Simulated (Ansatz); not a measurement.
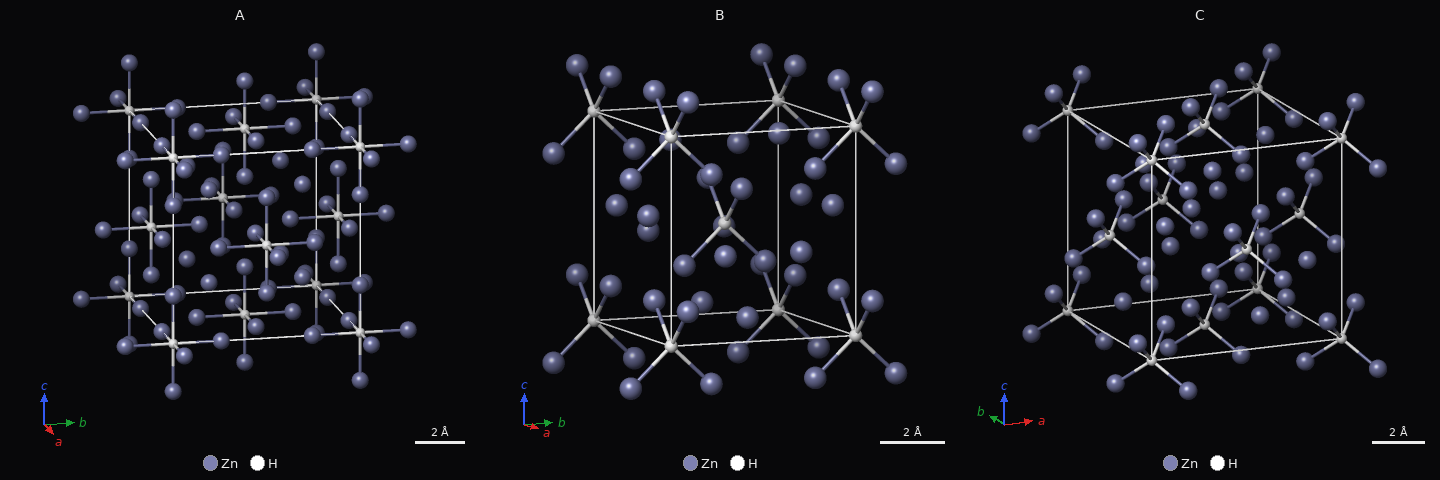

Three structures of Zn8H, each relaxed to rest (conventional cells in solid outline, small ones repeated, each panel with its own scale). Method: DFT PBE, scalar-relativistic, plane waves, PAW (Ansatz 0.2.0), without spin polarisation.

Question: Give the type and space group of each panel.

Answer: A: 36 atoms a cell on a face-centred cubic lattice, Fm-3m; B: 18 atoms a cell on a body-centred tetragonal lattice, I-4m2; C: 36 atoms a cell on a face-centred cubic lattice, F-43m.

Question: Which of these is lowest in energy, and how far above it do the others lie?

Answer: C, then B (+15 meV/atom) and A (+39 meV/atom), energies at zero smearing.

Question: Collect the results in a table.

Answer:
| panel | structure | E − E(lowest) (meV/atom) | volume (Å³/atom) | gap (eV) |
| --- | --- | --- | --- | --- |
| C | F-43m | 0 | 14.2 | metal |
| B | I-4m2 | 15 | 14.5 | metal |
| A | Fm-3m | 39 | 14.1 | metal |

Some of these may be structure types tried for this composition rather than known phases, and the most stable form need not be among them. Gaps are taken on the k-mesh or band path of each run.
